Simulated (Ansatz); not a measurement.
## What a change does: single-point calculation on SnO2

System: SnO2 (12 atoms in the cell).
Method of the first run: DFT LDA, scalar-relativistic, plane waves, PAW, no spin polarisation (Ansatz 0.2.0).

The structure derives from a Materials Project entry. Text and figures count atoms from 1; the logs count them from 0 in places.

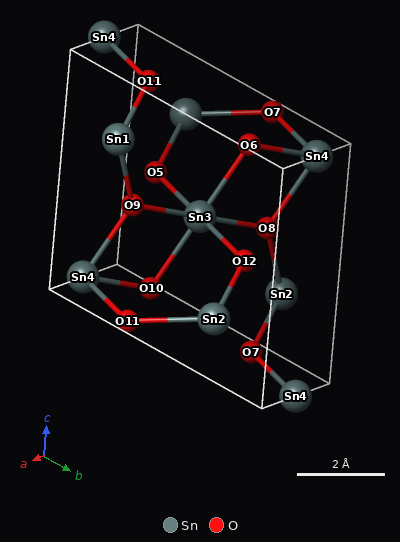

Fig. 1: The input geometry (ball-and-stick view of the cell of the calculation, seen slightly off an axis; atoms are numbered from 1 in the order of the input). An atom can appear more than once, as a periodic image. Near neighbours in the periodic cell (some may lie outside the picture): Sn has 6 O at 2.04 to 2.05 Å; O has 3 Sn at 2.04 to 2.05 Å.

Input, the first run:
```yaml
crystal:
  lattice:
    - [-3.190424003, 3.3392222528, 3.339222605]
    - [3.190424003, -3.3392222528, 3.339222605]
    - [3.190424003, 3.3392222528, -3.339222605]
  atoms:
    - { symbol: Sn, position: [0.9999415049, 0.2499415049, 0.75] }
    - { symbol: Sn, position: [5.84951e-05, 0.7500584951, 0.25] }
    - { symbol: Sn, position: [0.5, 0.5, 0.5] }
    - { symbol: Sn, position: [0.5, 0.0, 0.0] }
    - { symbol: O, position: [0.1939319177, 0.1939750963, 0.5000431786] }
    - { symbol: O, position: [0.6939902436, 0.750058551, 0.9439316926] }
    - { symbol: O, position: [0.1939319177, 0.6938887391, 0.9999568214] }
    - { symbol: O, position: [0.3061268583, 0.750058551, 0.5560683074] }
    - { symbol: O, position: [0.6938731416, 0.249941449, 0.4439316926] }
    - { symbol: O, position: [0.3060097564, 0.249941449, 0.0560683074] }
    - { symbol: O, position: [0.8060680823, 0.3061112609, 4.31786e-05] }
    - { symbol: O, position: [0.8060680823, 0.8060249037, 0.4999568214] }
basis:
  ecutwfc: 420
kpoints:
  mp_grid: { grid: [6, 6, 6] }
  band_path: { path: [VBM, CBM], npoints: 2 }
hamiltonian:
  xc: lda
scf:
  occupations: { method: gaussian, width: 0.02 }
output:
  forces: true
  stress: true
  eigenvalues: true
checkpoint:
  read: start.run
  write: ck
  compress: false
  write_wavefunctions: false
  write_every: 100000
```

Launched with:
```bash
ansatz run input.yaml --threads 2 --pin off --max-ram 5120MiB --backend cpu --events-out ev --progress --plain --runs-dir out
```

Hardware: 2 threads of Intel Xeon (Granite Rapids), 32 GiB of memory available, shared host.

Output, shortened to warnings, some set-up lines, iterations and results (the first run):
```
Basis set: ecut = 420 eV, 2795 PW (Γ)
Symmetry: 8 space group operations
k-points: 46 of 216
Initial density: read from a saved state, or passed on in memory by an earlier SCF of this step, an earlier step, the calling program or the single point that the run made first
[...]
SCF iter   1: F=—  HF=-27960.725570 eV  |F-HF|=—  |Δ(HF+E_count)|=         —  Δρ=2.93e-6  dr2=9.68e-9  ethr=9.63e-8  ⟨swp⟩=3.8  Hψ=21272  notcnv=0
SCF iter   2: F=—  HF=-27960.725569 eV  |F-HF|=—  |Δ(HF+E_count)|=   1.64e-6  Δρ=1.71e-6  dr2=3.17e-9  ethr=9.30e-12  ⟨swp⟩=9.1  Hψ=12940  notcnv=0
SCF iter   3: F=-27960.725569 eV  HF=-27960.725569 eV  |F-HF|=2.11e-10  |Δ(HF+E_count)|=  7.42e-10  Δρ=6.16e-7  dr2=5.06e-10  ethr=3.05e-12  ⟨swp⟩=2.0  Hψ=7247  notcnv=0
SCF 1 converged in 3 iterations: F = -27960.725569 eV  dr2 = 5.06e-10
NSCF: frozen V_eff on 46 k-points
NSCF: frozen V_eff on 46 k-points
NSCF: frozen V_eff on 16 k-points
NSCF: frozen V_eff on 5 k-points
NSCF: frozen V_eff on 5 k-points
NSCF: frozen V_eff on 5 k-points
NSCF: frozen V_eff on 5 k-points
NSCF: frozen V_eff on 5 k-points
NSCF: frozen V_eff on 3 k-points
SCF converged after 3 iterations
Free energy (F): -27960.725569 eV
Harris-Foulkes:  -27960.725569 eV  (|F-HF|=2.11e-10)
Internal energy: -27960.725569 eV  (E = F + TS)
E sigma→0 (E₀):  -27960.725569 eV
Fermi energy:    9.825840 eV
--- Per-component energies (eV) ---
  E_band       = -254.357219
  E_kinetic    = 2163.267536
  E_local      = -5701.204340  (includes V_loc(G=0)·N_el)
  E_nonlocal   = 302.133941
  E_hartree    = 2950.101039
  E_xc         = -2084.186362
  E_vxc        = -1129.096375  (∫ρ·V_xc dr)
  E_paw        = -17205.593343  (= ΣΔE_a)
  E_vpaw       = -1789.680227  (= ΣTr[D̂ρ^β])
  E_aug_tail   = 0.020383  (compensation charges beyond the density's cutoff)
  E_ewald      = -8387.739387
  E_core_change = 2.474965  (= ΣΔE_core)
  E_smearing   = -0.000000  (= −TS)
  E_closure    = -0.000000  (closes the sum)
  Σ components = -27960.725569   (vs F -27960.725569, Δ=0.00e0)
--- Forces (eV/Å), atoms counted from 1 ---
  atom   1  Sn     0.00000000     0.00000000     0.00109887
  atom   2  Sn     0.00000000     0.00000000    -0.00109887
  atom   3  Sn    -0.00000000     0.00000000    -0.00000000
  atom   4  Sn     0.00000000     0.00000000     0.00000000
  atom   5  O     -0.00048596     0.00000000     0.00006665
  atom   6  O      0.00000000     0.00011642    -0.00028750
  atom   7  O      0.00048596     0.00000000     0.00006665
  atom   8  O      0.00000000    -0.00011642    -0.00028750
  atom   9  O      0.00000000     0.00011642     0.00028750
  atom  10  O      0.00000000    -0.00011642     0.00028750
  atom  11  O     -0.00048596    -0.00000000    -0.00006665
  atom  12  O      0.00048596    -0.00000000    -0.00006665
  max |Σ_I F_I| component: 6.93e-18 eV/Å
--- Stress (GPa, compression-positive) ---
        0.000153       0.000000       0.000000
        0.000000      -0.008012       0.000000
        0.000000       0.000000      -0.008016
  P = ⅓ Tr σ = -0.0053 GPa (-0.053 kbar)
```

The input of the second run differs as follows (lines with − go, lines with + come):
```diff
-    - [3.190424003, 3.3392222528, -3.339222605]
+    - [3.2420786356, 3.2851584988, -3.3932863647]
-    - { symbol: Sn, position: [0.9999415049, 0.2499415049, 0.75] }
-    - { symbol: Sn, position: [5.84951e-05, 0.7500584951, 0.25] }
+    - { symbol: Sn, position: [0.9999963859, 0.2499966949, 0.7500000167] }
+    - { symbol: Sn, position: [3.6141e-06, 0.7500033051, 0.2499999833] }
-    - { symbol: O, position: [0.1939319177, 0.1939750963, 0.5000431786] }
-    - { symbol: O, position: [0.6939902436, 0.750058551, 0.9439316926] }
-    - { symbol: O, position: [0.1939319177, 0.6938887391, 0.9999568214] }
-    - { symbol: O, position: [0.3061268583, 0.750058551, 0.5560683074] }
-    - { symbol: O, position: [0.6938731416, 0.249941449, 0.4439316926] }
-    - { symbol: O, position: [0.3060097564, 0.249941449, 0.0560683074] }
-    - { symbol: O, position: [0.8060680823, 0.3061112609, 4.31786e-05] }
-    - { symbol: O, position: [0.8060680823, 0.8060249037, 0.4999568214] }
+    - { symbol: O, position: [0.1945049397, 0.1945173939, 0.5014943166] }
+    - { symbol: O, position: [0.6942356234, 0.7508182485, 0.9435436833] }
+    - { symbol: O, position: [0.1945048807, 0.6945129748, 1.001489884] }
+    - { symbol: O, position: [0.3057675241, 0.7491849053, 0.5564563885] }
+    - { symbol: O, position: [0.6942324759, 0.2508150947, 0.4435436115] }
+    - { symbol: O, position: [0.3057643766, 0.2491817515, 0.0564563167] }
+    - { symbol: O, position: [0.8054951193, 0.3054870252, -0.001489884] }
+    - { symbol: O, position: [0.8054950603, 0.8054826061, 0.4985056834] }
```

Predict how the results change.

With the same functional and potentials, the second run lies 1.6 meV per atom higher. The gap on the mesh goes from 1.16 to 1.13 eV. The pressure goes from −0.01 to −0.40 GPa. The irreducible k-points go from 46 to 112. The plane waves at Γ go from 2795 to 2789. On the same kind of shared host the second run took about 2.1 times as long.

Output, shortened to warnings, some set-up lines, iterations and results (the second run):
```
Warning: the atoms were moved onto the symmetric positions of the space group found under crystal.symmetry.tolerance 1.0e-5 (fractional; no operation is sought that the atoms, as they stand in a round, miss by more than twice it, and no atom is moved by as much as it), and the run uses the moved positions. Before a round's move an operation carried an atom to 4.64e-5 Å from where it should land, …
Warning: checkpoint.read: the run can stay near the saved state's solution: 10 site(s) moved relative to the saved geometry (max |Δs| = 3.614e-6 fractional); the SCF starts from the saved state under `checkpoint.density_extrapolation: transplant`, in force with no word given. A run without `checkpoint.read` takes nothing of the state. A lower free energy from it at the same positions (and U, V …
Basis set: ecut = 420 eV, 2789 PW (Γ)
Symmetry: 4 space group operations
k-points: 112 of 216
Initial density: read from a saved state, or passed on in memory by an earlier SCF of this step, an earlier step, the calling program or the single point that the run made first, carried with its atoms to this geometry
[...]
SCF iter   1: F=—  HF=-27960.706173 eV  |F-HF|=—  |Δ(HF+E_count)|=         —  Δρ=4.14e-6  dr2=1.63e-8  ethr=9.88e-8  ⟨swp⟩=3.8  Hψ=51871  notcnv=0
SCF iter   2: F=—  HF=-27960.706174 eV  |F-HF|=—  |Δ(HF+E_count)|=   2.84e-7  Δρ=2.63e-6  dr2=7.08e-9  ethr=1.57e-11  ⟨swp⟩=9.0  Hψ=31849  notcnv=0
SCF iter   3: F=-27960.706174 eV  HF=-27960.706174 eV  |F-HF|=5.35e-10  |Δ(HF+E_count)|=  4.87e-10  Δρ=1.28e-6  dr2=1.81e-9  ethr=6.81e-12  ⟨swp⟩=2.1  Hψ=18603  notcnv=0
SCF 1 converged in 3 iterations: F = -27960.706174 eV  dr2 = 1.81e-9
NSCF: frozen V_eff on 112 k-points
NSCF: frozen V_eff on 112 k-points
NSCF: frozen V_eff on 28 k-points
NSCF: frozen V_eff on 12 k-points
NSCF: frozen V_eff on 7 k-points
NSCF: frozen V_eff on 7 k-points
NSCF: frozen V_eff on 7 k-points
NSCF: frozen V_eff on 7 k-points
NSCF: frozen V_eff on 3 k-points
SCF converged after 3 iterations
Free energy (F): -27960.706174 eV
Harris-Foulkes:  -27960.706174 eV  (|F-HF|=5.35e-10)
Internal energy: -27960.706174 eV  (E = F + TS)
E sigma→0 (E₀):  -27960.706174 eV
Fermi energy:    9.810438 eV
--- Per-component energies (eV) ---
  E_band       = -253.214786
  E_kinetic    = 2162.761697
  E_local      = -5683.082760  (includes V_loc(G=0)·N_el)
  E_nonlocal   = 302.061287
  E_hartree    = 2941.696133
  E_xc         = -2084.065528
  E_vxc        = -1128.940725  (∫ρ·V_xc dr)
  E_paw        = -17205.400740  (= ΣΔE_a)
  E_vpaw       = -1789.426513  (= ΣTr[D̂ρ^β])
  E_aug_tail   = 0.020339  (compensation charges beyond the density's cutoff)
  E_ewald      = -8397.171569
  E_core_change = 2.474965  (= ΣΔE_core)
  E_smearing   = -0.000000  (= −TS)
  E_closure    = -0.000000  (closes the sum)
  Σ components = -27960.706174   (vs F -27960.706174, Δ=0.00e0)
--- Forces (eV/Å), atoms counted from 1 ---
  atom   1  Sn     0.00000000     0.00000000     0.00000000
  atom   2  Sn     0.00000000     0.00000000     0.00000000
  atom   3  Sn     0.00000000    -0.00000000    -0.00000000
  atom   4  Sn     0.00000000    -0.00000000     0.00000000
  atom   5  O     -0.00092290     0.00181127     0.00228058
  atom   6  O      0.00001775     0.00196049     0.00177202
  atom   7  O     -0.00092290     0.00181127     0.00228058
  atom   8  O     -0.00001775    -0.00196049    -0.00177202
  atom   9  O      0.00001775     0.00196049     0.00177202
  atom  10  O     -0.00001775    -0.00196049    -0.00177202
  atom  11  O      0.00092290    -0.00181127    -0.00228058
  atom  12  O      0.00092290    -0.00181127    -0.00228058
  max |Σ_I F_I| component: 8.67e-19 eV/Å
--- Stress (GPa, compression-positive) ---
       -2.167214       0.093050       0.811851
        0.093050       2.127020       0.273630
        0.811851       0.273630      -1.171633
  P = ⅓ Tr σ = -0.4039 GPa (-4.039 kbar)
```

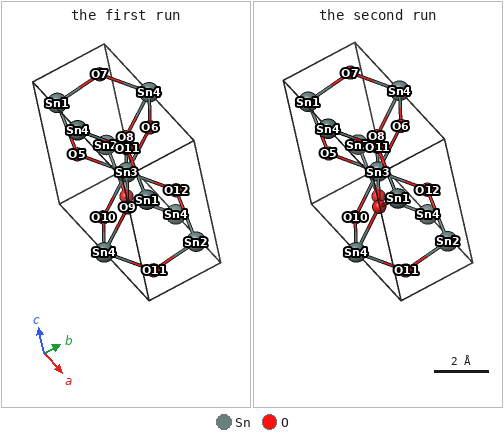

Fig. 2: The two input geometries at one scale (ball-and-stick view of the cell of the calculation, seen slightly off an axis). The largest moves relative to the cell, 0.007 Å, are those of O5, O7, O11 and O12. Sn stays in place. The drawn cell changes at constant volume: a = b stay at 5.699 Å, c 5.699 → 5.729 Å (+0.5 %), α 111.9° → 111.5°, β 108.3° → 109.1°. Among the contacts that change: Sn1–O11 2.055 → 2.069 Å, Sn1–O10 2.044 → 2.031 Å, Sn1–O12 2.055 → 2.059 Å.

The two runs side by side:

| quantity | the first run | the second run |
| --- | --- | --- |
| outcome | converged | converged |
| free energy per atom (eV) | −2330.0605 | −2330.0588 |
| gap on the mesh (eV) | 1.16 | 1.13 |
| pressure (GPa) | −0.01 | −0.40 |
| largest force (eV/Å) | 0.001 | 0.003 |
| irreducible k-points | 46 | 112 |
| plane waves at Γ | 2795 | 2789 |
| wall time (shared host) | 15 s | 31 s |

For the second run: Warnings: the structure was made exactly symmetric.
